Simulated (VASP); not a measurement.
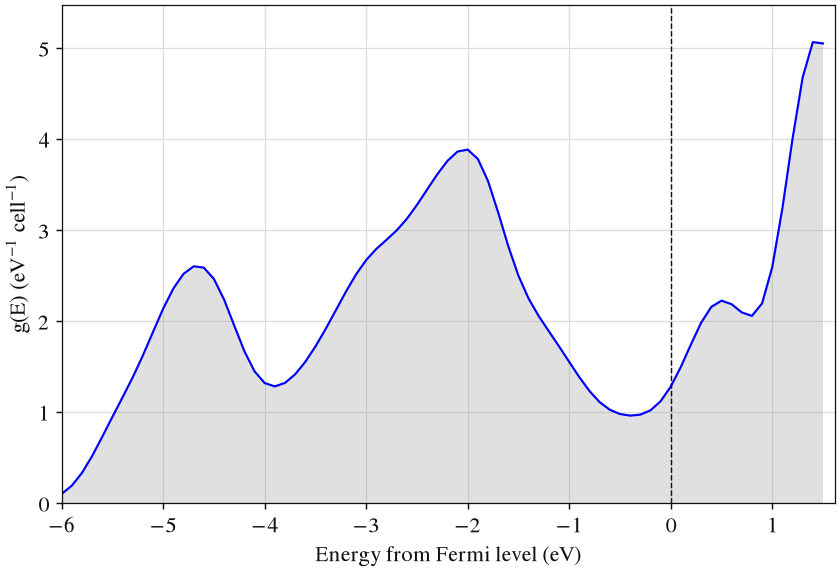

Density of states. Energies are counted from the Fermi level. The DOS curve is built from the levels of the k mesh with Gaussians 0.55 eV wide, which also blur the band edges; ripples of that width can come from the mesh.

Structure: CdI2-type TiTe₂, space group P-3m1 (No. 164), 3 atoms in the cell; a = 3.696 Å, c = 6.373 Å (hexagonal axes).

Computed with VASP: r2SCAN, VASP PAW PBE potentials, release 64 (Ti_sv, Te), no spin polarisation, no spin-orbit coupling, 12×12×6 k mesh, 520 eV cutoff, Methfessel-Paxton smearing of 0.1 eV.

What is the density of states at the Fermi level?

It is a metal. The density of states at the Fermi level is about 1.3 per eV and cell (mean within 0.25 eV), or 0.45 per atom.

The PAW data sets were made with another functional. Spin-orbit coupling is left out, which matters for Te. The cell is at 4 GPa in this functional. The cell was derived from a database entry in an earlier step, so it needn't be the measured one.
